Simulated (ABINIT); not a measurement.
## BAs (F-43m): a self-consistent loop beyond G0W0, cycle by cycle

Aim: iterate the self-energy on BAs (F-43m) and follow the gap from cycle to cycle.

Program: ABINIT 10.8.3. Level of theory: PBE and many-body steps on it, plane waves. Results are calculated unless marked as measured.

**Experimental background.**

- Gap 1.82 eV: indirect gap from Tauc plot of optical absorption; UV-visible absorption, indirect Tauc plot; 300 K; bulk crystal (three thin as-grown single crystals with the same absorption edge) (“Photoluminescence mapping and time-domain thermo-photoluminescence for rapid imaging and measurement of thermal conductivity of boron arsenide”, 2019, arxiv:1910.07149).

- Gap 4.12 eV: direct gap from square of absorption coefficient, average of two samples; spectroscopic ellipsometry; 300 K; bulk crystal (CVT-grown opaque bulk crystals) (“Optical properties of cubic boron arsenide”, 2019, arxiv:1911.04914).

- Gap 2.02 eV: indirect gap from square root of absorption coefficient, average of three samples; transmission and reflection spectroscopy; 300 K; bulk crystal (CVT-grown platelets about 10 um thick) (“Optical properties of cubic boron arsenide”, 2019, arxiv:1911.04914).

This is a report of a sequence of runs, with most program output left out.

## (1) The structure

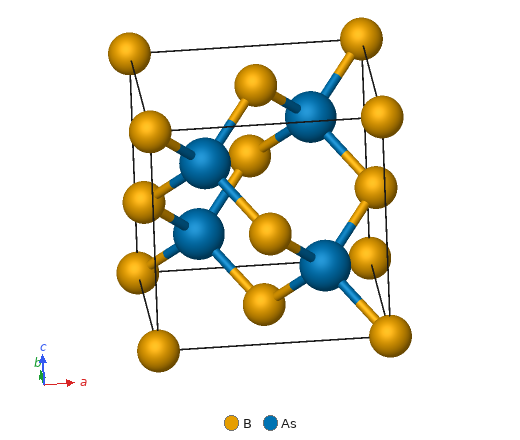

The starting structure, seen slightly off an axis (boron orange, arsenic blue). This picture shows the conventional cell, with its axes. Bonds to atoms that aren't drawn are left out. Some periodic images of atoms are drawn too.

The cell and positions come from the Crystallography Open Database and are kept as given unless a step says otherwise.

## (2) Empty states on the mesh, 6×6×6 mesh, 165 bands

This step: ABINIT 10.8.3; DFT, PBE, plane waves, norm-conserving pseudopotentials.

The sums over transitions need many empty states on a uniform mesh; this step solves for them.

run.abi reads:

```
acell 3*1.0 Angstrom
rprim 
  -0.000000000000 2.388500000000 2.388500000000
  2.388500000000 -0.000000000000 2.388500000000
  2.388500000000 2.388500000000 -0.000000000000
ntypat 2
znucl 5 33
natom 2
typat 1 2
xred 
  0.000000000000 0.000000000000 0.000000000000
  0.250000000000 0.250000000000 0.250000000000
pp_dirpath "pseudos"
pseudos "B.upf, As.upf"
ecut 44
ngkpt 6 6 6
nshiftk 1
shiftk 0 0 0
kptopt 1
chksymbreak 0
irdden 1
istwfk *1
nband 165
prtvol 0
optdriver 6
gwr_task "HDIAGO"
paral_kgb 0
occopt 1
indata_prefix "in"
outdata_prefix "out"
tmpdata_prefix "tmp"
```

On the command line:

```sh
> OMP_NUM_THREADS=1 mpirun -n 4 abinit run.abi > log
```

The job ended after 43 s (4 MPI ranks of Intel Xeon Platinum 8375C at 2.90GHz (Ice Lake), shared host; peak memory 1.7 GiB).

Numbers from this step:

* gap: 1.293 eV
* k of the valence top: 0, 0, 0
* k of the conduction bottom: 0.3333, 0.3333, 0
* least direct gap: 3.289 eV
* k points computed: 16
* lowest point of the top converged band, above the valence top: 158.6059 eV

On this mesh the gap is 1.293 eV.

The density comes from a self-consistent run that is not shown.

## (3) Screening, 6×6×6 mesh, 157 bands, screening to 228.6 eV

The RPA dielectric matrix is built and inverted for each q.

This step: RPA screening on PBE, plane waves, norm-conserving pseudopotentials.

Changes to run.abi since step 2:

```diff
@@ -20,10 +20,11 @@
 chksymbreak 0
-irdden 1
 istwfk *1
-nband 165
-prtvol 0
-optdriver 6
-gwr_task "HDIAGO"
-paral_kgb 0
 occopt 1
+irdwfk 1
+optdriver 3
+nband 157
+ecuteps 8.4
+inclvkb 2
+awtr 1
+symchi 1
 indata_prefix "in"
```

It took 3.7 min on 4 MPI ranks; peak memory 1.5 GiB; 15 min of CPU time.

This step gave:

```
ε∞ with local fields, on this mesh, along the program's q direction : 10.51
the same without local fields                                       : 11.51
plasma frequency                                                    : 36.27 eV
plane waves in the screening matrix                                 : 181
```

Local fields lower ε∞ by 9 %.

## (4) G0W0

The self-energy is evaluated for the states that the input lists, and the levels follow from it, in one-shot runs by the linearised quasiparticle equation.

This step: G0W0 on PBE, plane waves, norm-conserving pseudopotentials.

Changes to run.abi since step 3:

```diff
@@ -23,8 +23,17 @@
 irdwfk 1
-optdriver 3
+optdriver 4
 nband 157
+gwcalctyp 0
+ecutsigx 44
+symsigma 1
+nkptgw 2
+kptgw 
+  0.0000000000 0.0000000000 0.0000000000
+  0.3333333333 0.3333333333 0.0000000000
+bdgw 
+  11 16
+  12 15
 ecuteps 8.4
-inclvkb 2
-awtr 1
-symchi 1
+irdscr 1
+ppmodel 1
 indata_prefix "in"
```

It took 22 s on 4 MPI ranks; peak memory 1.4 GiB; 85 s of CPU time.

Numbers from this step:

- G0W0 gap on the points computed: 1.909 eV
- starting gap on the mesh: 1.293 eV
- k of the valence top: 0, 0, 0
- k of the conduction bottom: 0.3333, 0.3333, 0
- Z at the valence top: 0.807
- Z at the conduction bottom: 0.817
- least direct G0W0 gap on the computed points: 4.145 eV

The gap on the mesh goes from 1.29 eV to 1.91 eV, a correction of +0.62 eV.

## (5) evGW0, cycle 1

This step: evGW0 on PBE, plane waves, norm-conserving pseudopotentials.

Changes to run.abi since step 4:

```diff
@@ -25,12 +25,40 @@
 nband 157
-gwcalctyp 0
+gwcalctyp 10
 ecutsigx 44
 symsigma 1
-nkptgw 2
+nkptgw 16
 kptgw 
   0.0000000000 0.0000000000 0.0000000000
+  0.1666666667 0.0000000000 0.0000000000
+  0.3333333333 0.0000000000 0.0000000000
+  0.5000000000 0.0000000000 0.0000000000
+  0.1666666667 0.1666666667 0.0000000000
+  0.3333333333 0.1666666667 0.0000000000
+  0.5000000000 0.1666666667 0.0000000000
+  -0.3333333333 0.1666666667 0.0000000000
+  -0.1666666667 0.1666666667 0.0000000000
   0.3333333333 0.3333333333 0.0000000000
+  0.5000000000 0.3333333333 0.0000000000
+  -0.3333333333 0.3333333333 0.0000000000
+  0.5000000000 0.5000000000 0.0000000000
+  0.5000000000 0.3333333333 0.1666666667
+  -0.3333333333 0.3333333333 0.1666666667
+  -0.3333333333 0.5000000000 0.1666666667
 bdgw 
-  11 16
-  12 15
+  11 17
+  11 17
+  11 17
+  11 17
+  11 17
+  11 17
+  11 17
+  11 17
+  11 17
+  11 17
+  11 17
+  11 17
+  11 17
+  11 17
+  11 17
+  11 17
 ecuteps 8.4
```

Wall time 9.5 min (4 MPI ranks); peak memory 1.5 GiB.

Numbers from this step:

| Item | Value |
| --- | --- |
| quasiparticle gap on the mesh | 2.056 eV |
| gap of the density functional on the mesh | 1.293 eV |
| k of the valence top | 0, 0, 0 |
| k of the conduction bottom | 0.3333, 0.3333, 0 |
| Z at the valence top | 0.807 |
| Z at the conduction bottom | 0.817 |
| least direct quasiparticle gap on the computed points | 4.348 eV |

Against G0W0 in ABINIT (6×6×6 mesh, 157 bands, screening to 228.6 eV, Godby-Needs plasmon pole), the gap moves by +0.147 eV. This first cycle still uses the starting levels; it takes the full correction, at all points of the mesh, and its linearised value is 1.909 eV.

## (6) evGW0, cycle 2

The corrected levels of the last cycle go back in.

Changes to run.abi since step 5:

```diff
@@ -66,2 +66,3 @@
 ppmodel 1
+irdqps 1
 indata_prefix "in"
```

It took 9.4 min on 4 MPI ranks; peak memory 1.5 GiB.

This step gave:

```
quasiparticle gap on the mesh                         : 1.978 eV
gap of the density functional on the mesh             : 1.293 eV
k of the valence top                                  : 0, 0, 0
k of the conduction bottom                            : 0.3333, 0.3333, 0
least direct quasiparticle gap on the computed points : 4.227 eV
```

Against the cycle before, the gap moves by −0.078 eV.

## (7) evGW0, cycle 3

run.abi is that of step 6.

Run time: 9.5 min. Hardware: 4 MPI ranks; peak memory 1.5 GiB; 38 min of CPU time.

This step gave:

```
quasiparticle gap on the mesh                         : 1.986 eV
gap of the density functional on the mesh             : 1.293 eV
k of the valence top                                  : 0, 0, 0
k of the conduction bottom                            : 0.3333, 0.3333, 0
least direct quasiparticle gap on the computed points : 4.242 eV
```

Against the cycle before, the gap moves by +0.008 eV.

## (8) Screening, 6×6×6 mesh, 157 bands, screening to 228.6 eV

This step: RPA screening on PBE, plane waves, norm-conserving pseudopotentials.

run.abi reads:

```
acell 3*1.0 Angstrom
rprim 
  -0.000000000000 2.388500000000 2.388500000000
  2.388500000000 -0.000000000000 2.388500000000
  2.388500000000 2.388500000000 -0.000000000000
ntypat 2
znucl 5 33
natom 2
typat 1 2
xred 
  0.000000000000 0.000000000000 0.000000000000
  0.250000000000 0.250000000000 0.250000000000
pp_dirpath "pseudos"
pseudos "B.upf, As.upf"
ecut 44
ngkpt 6 6 6
nshiftk 1
shiftk 0 0 0
kptopt 1
chksymbreak 0
istwfk *1
occopt 1
irdwfk 1
optdriver 3
nband 157
ecuteps 8.4
inclvkb 2
awtr 1
symchi 1
gwcalctyp 10
mbpt_sciss 0.970 eV
nqptdm 1
qptdm 
  0 0 0
indata_prefix "in"
outdata_prefix "out"
tmpdata_prefix "tmp"
```

Wall time 9.2 s (4 MPI ranks); peak memory 1.5 GiB.

Numbers from this step:

* ε∞ with local fields, on this mesh, along the program's q direction: 9.118
* the same without local fields: 9.897
* plasma frequency: 36.27 eV
* plane waves in the screening matrix: 181

This screening uses the functional's bands under a rigid shift, the mean opening of the cycle before.

## (9) Screening, 6×6×6 mesh, 157 bands, screening to 228.6 eV

This step: RPA screening on PBE from quasiparticle energies, plane waves, norm-conserving pseudopotentials.

Changes to run.abi since step 8:

```diff
@@ -29,7 +29,21 @@
 symchi 1
+irdqps 1
 gwcalctyp 10
-mbpt_sciss 0.970 eV
-nqptdm 1
+nqptdm 15
 qptdm 
-  0 0 0
+  0.1666666667 0.0000000000 0.0000000000
+  0.3333333333 0.0000000000 0.0000000000
+  0.5000000000 0.0000000000 0.0000000000
+  0.1666666667 0.1666666667 0.0000000000
+  0.3333333333 0.1666666667 0.0000000000
+  0.5000000000 0.1666666667 0.0000000000
+  -0.3333333333 0.1666666667 0.0000000000
+  -0.1666666667 0.1666666667 0.0000000000
+  0.3333333333 0.3333333333 0.0000000000
+  0.5000000000 0.3333333333 0.0000000000
+  -0.3333333333 0.3333333333 0.0000000000
+  0.5000000000 0.5000000000 0.0000000000
+  0.5000000000 0.3333333333 0.1666666667
+  -0.3333333333 0.3333333333 0.1666666667
+  -0.3333333333 0.5000000000 0.1666666667
 indata_prefix "in"
```

mrgscr.stdin reads:

```
2
merged
q0_SCR
out_SCR
1
```

On the command line:

```sh
> OMP_NUM_THREADS=1 mpirun -n 4 abinit run.abi > log; mrgscr < mrgscr.stdin
```

Wall time 3.7 min (4 MPI ranks); peak memory 1.5 GiB; 15 min of CPU time.

Numbers from this step:

- plasma frequency: 36.27 eV
- plane waves in the screening matrix: 181

This screening reads the quasiparticle levels of the cycle before.

## (10) evGW, cycle 1

This step: evGW on PBE, plane waves, norm-conserving pseudopotentials.

Changes to run.abi since step 9:

```diff
@@ -23,12 +23,10 @@
 irdwfk 1
-optdriver 3
+optdriver 4
 nband 157
-ecuteps 8.4
-inclvkb 2
-awtr 1
-symchi 1
-irdqps 1
 gwcalctyp 10
-nqptdm 15
-qptdm 
+ecutsigx 44
+symsigma 1
+nkptgw 16
+kptgw 
+  0.0000000000 0.0000000000 0.0000000000
   0.1666666667 0.0000000000 0.0000000000
@@ -48,2 +46,23 @@
   -0.3333333333 0.5000000000 0.1666666667
+bdgw 
+  11 17
+  11 17
+  11 17
+  11 17
+  11 17
+  11 17
+  11 17
+  11 17
+  11 17
+  11 17
+  11 17
+  11 17
+  11 17
+  11 17
+  11 17
+  11 17
+ecuteps 8.4
+irdscr 1
+ppmodel 1
+irdqps 1
 indata_prefix "in"
```

On the command line:

```sh
> OMP_NUM_THREADS=1 mpirun -n 4 abinit run.abi > log
```

Wall time 9.4 min (4 MPI ranks); peak memory 1.5 GiB.

Numbers from this step:

```
quasiparticle gap on the mesh                         : 2.092 eV
gap of the density functional on the mesh             : 1.293 eV
k of the valence top                                  : 0, 0, 0
k of the conduction bottom                            : 0.3333, 0.3333, 0
least direct quasiparticle gap on the computed points : 4.358 eV
```

Against G0W0 in ABINIT (6×6×6 mesh, 157 bands, screening to 228.6 eV, Godby-Needs plasmon pole), the gap moves by +0.183 eV.

## (11) Screening, 6×6×6 mesh, 157 bands, screening to 228.6 eV

This step: RPA screening on PBE, plane waves, norm-conserving pseudopotentials.

run.abi reads:

```
acell 3*1.0 Angstrom
rprim 
  -0.000000000000 2.388500000000 2.388500000000
  2.388500000000 -0.000000000000 2.388500000000
  2.388500000000 2.388500000000 -0.000000000000
ntypat 2
znucl 5 33
natom 2
typat 1 2
xred 
  0.000000000000 0.000000000000 0.000000000000
  0.250000000000 0.250000000000 0.250000000000
pp_dirpath "pseudos"
pseudos "B.upf, As.upf"
ecut 44
ngkpt 6 6 6
nshiftk 1
shiftk 0 0 0
kptopt 1
chksymbreak 0
istwfk *1
occopt 1
irdwfk 1
optdriver 3
nband 157
ecuteps 8.4
inclvkb 2
awtr 1
symchi 1
gwcalctyp 10
mbpt_sciss 1.117 eV
nqptdm 1
qptdm 
  0 0 0
indata_prefix "in"
outdata_prefix "out"
tmpdata_prefix "tmp"
```

Run time: 8.7 s. Hardware: 4 MPI ranks; peak memory 1.1 GiB.

This step gave:

```
ε∞ with local fields, on this mesh, along the program's q direction : 8.944
the same without local fields                                       : 9.697
plasma frequency                                                    : 36.27 eV
plane waves in the screening matrix                                 : 181
```

This screening uses the functional's bands under a rigid shift, the mean opening of the cycle before.

## (12) Screening, 6×6×6 mesh, 157 bands, screening to 228.6 eV

This step: RPA screening on PBE from quasiparticle energies, plane waves, norm-conserving pseudopotentials.

Changes to run.abi since step 11:

```diff
@@ -29,7 +29,21 @@
 symchi 1
+irdqps 1
 gwcalctyp 10
-mbpt_sciss 1.117 eV
-nqptdm 1
+nqptdm 15
 qptdm 
-  0 0 0
+  0.1666666667 0.0000000000 0.0000000000
+  0.3333333333 0.0000000000 0.0000000000
+  0.5000000000 0.0000000000 0.0000000000
+  0.1666666667 0.1666666667 0.0000000000
+  0.3333333333 0.1666666667 0.0000000000
+  0.5000000000 0.1666666667 0.0000000000
+  -0.3333333333 0.1666666667 0.0000000000
+  -0.1666666667 0.1666666667 0.0000000000
+  0.3333333333 0.3333333333 0.0000000000
+  0.5000000000 0.3333333333 0.0000000000
+  -0.3333333333 0.3333333333 0.0000000000
+  0.5000000000 0.5000000000 0.0000000000
+  0.5000000000 0.3333333333 0.1666666667
+  -0.3333333333 0.3333333333 0.1666666667
+  -0.3333333333 0.5000000000 0.1666666667
 indata_prefix "in"
```

mrgscr.stdin is that of step 9.

On the command line:

```sh
> OMP_NUM_THREADS=1 mpirun -n 4 abinit run.abi > log; mrgscr < mrgscr.stdin
```

The job ended after 3.6 min (4 MPI ranks; peak memory 1.5 GiB; 14 min of CPU time).

Numbers from this step:

| Quantity | Value |
| --- | --- |
| plasma frequency | 36.27 eV |
| plane waves in the screening matrix | 181 |

This screening reads the quasiparticle levels of the cycle before.

## (13) evGW, cycle 2

This step: evGW on PBE, plane waves, norm-conserving pseudopotentials.

Changes to run.abi since step 12:

```diff
@@ -23,12 +23,10 @@
 irdwfk 1
-optdriver 3
+optdriver 4
 nband 157
-ecuteps 8.4
-inclvkb 2
-awtr 1
-symchi 1
-irdqps 1
 gwcalctyp 10
-nqptdm 15
-qptdm 
+ecutsigx 44
+symsigma 1
+nkptgw 16
+kptgw 
+  0.0000000000 0.0000000000 0.0000000000
   0.1666666667 0.0000000000 0.0000000000
@@ -48,2 +46,23 @@
   -0.3333333333 0.5000000000 0.1666666667
+bdgw 
+  11 17
+  11 17
+  11 17
+  11 17
+  11 17
+  11 17
+  11 17
+  11 17
+  11 17
+  11 17
+  11 17
+  11 17
+  11 17
+  11 17
+  11 17
+  11 17
+ecuteps 8.4
+irdscr 1
+ppmodel 1
+irdqps 1
 indata_prefix "in"
```

On the command line:

```sh
> OMP_NUM_THREADS=1 mpirun -n 4 abinit run.abi > log
```

Run time: 9.3 min. Hardware: 4 MPI ranks; peak memory 1.5 GiB.

Numbers from this step:

- quasiparticle gap on the mesh: 2.097 eV
- gap of the density functional on the mesh: 1.293 eV
- k of the valence top: 0, 0, 0
- k of the conduction bottom: 0.3333, 0.3333, 0
- least direct quasiparticle gap on the computed points: 4.363 eV

Against the cycle before, the gap moves by +0.005 eV.

## (14) The runs together

Times are wall times on 4 MPI ranks of Intel Xeon Platinum 8375C at 2.90GHz (Ice Lake), shared host, good to a factor of about two. A run's time includes the screening step that it read.

```csv
run,mesh,bands,screening cutoff (eV),DFT gap (eV),gap on the mesh (eV),direct (eV),ε∞ used,time
G0W0,6×6×6,157,228.6,1.293,1.909,4.145,10.51,4 min
"evGW0, cycle 1",6×6×6,157,228.6,1.293,2.056,4.348,10.51,13 min
"evGW0, cycle 2",6×6×6,157,228.6,1.293,1.978,4.227,10.51,13 min
"evGW0, cycle 3",6×6×6,157,228.6,1.293,1.986,4.242,10.51,13 min
"evGW, cycle 1",6×6×6,157,228.6,1.293,2.092,4.358,9.12,13 min
"evGW, cycle 2",6×6×6,157,228.6,1.293,2.097,4.363,8.94,13 min
```

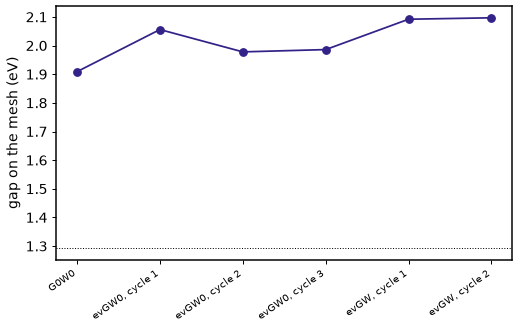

The gap through the cycles; the dotted line is the starting gap.

## (15) What came out

| Property | Result |
| --- | --- |
| G0W0 | 1.909 eV |
| evGW0, cycle 1 | 2.056 eV |
| evGW0, cycle 2 | 1.978 eV |
| evGW0, cycle 3 | 1.986 eV |
| evGW, cycle 1 | 2.092 eV |
| evGW, cycle 2 | 2.097 eV |
| known limits | not at the basis limit; no spin-orbit coupling |

In words: Only the bands that the input lists are updated; the others, empty or deep, keep the functional's energies or take a rigid shift. The evGW loop starts from the last levels of evGW0, so its cycles and time come on top of those. evGW0 ends at 1.99 eV, +0.08 eV from G0W0, after 3 cycles that took 28 min beside the first screening; the last moved the gap by 0.008 eV. evGW ends at 2.10 eV, +0.19 eV from G0W0, after 2 cycles that took 26 min beside the first screening; the last moved the gap by 0.005 eV. The first cycle of evGW0 takes the full correction, without the factor Z, so it overshoots the one-shot value. Against experiment, by evGW, cycle 2: the gap of 2.10 eV lies +0.28 eV from the measured 1.82 eV (indirect, 300 K, 2019); the direct gap of 4.36 eV lies +0.24 eV from the measured 4.12 eV (direct, 300 K, 2019); the gap of 2.10 eV lies +0.08 eV from the measured 2.02 eV (indirect, 300 K, 2019). An exciton line or allowed optical edge lies below the quasiparticle gap by the binding energy; a forbidden edge can push the onset above it. These are gaps on the mesh, at modest bands and cutoff. The calculation has static nuclei and no excitons; a measured gap holds zero-point and thermal motion, which mostly lowers it. Bands and cutoff are finite, so the gap is not at the basis limit. The miss can reach some tenths of an eV and take either sign; the mesh is an error of its own. A denser mesh or path gives a starting gap of 1.21 eV: the GW mesh misses a band edge, so its gaps are not the fundamental one. In the updated screening the q = 0 part is built from Kohn-Sham bands under a rigid shift, the other q from the quasiparticle levels. The many-body steps are scalar-relativistic: spin-orbit coupling is not in them.

[Paths, hosts, dates, memory and timing lines, banners, echoed tables and standing remarks are left out of the program output.]

[Logs are printed without paths, hosts, clocks, repeated set-up lines and the standing remarks that a program may print on its own settings, such as how far it seeks lower states.]

[Runs of the session that timed out or met a known fault of the program may be left out.]

[Hosts, paths, dates, database ids (printed as entryN), source tags and the programs' standing remarks are cut or masked in the printed files.]

[G0W0 gaps are taken among the corrected bands and points alone; a level outside them can change the order at an edge.]

[Where Ansatz stands beside ABINIT at settings called matched, ABINIT's density can come from a denser mesh and the files from another edition; pairs whose starting gaps differed by over 0.03 eV were left out, so agreement reads better than it is.]
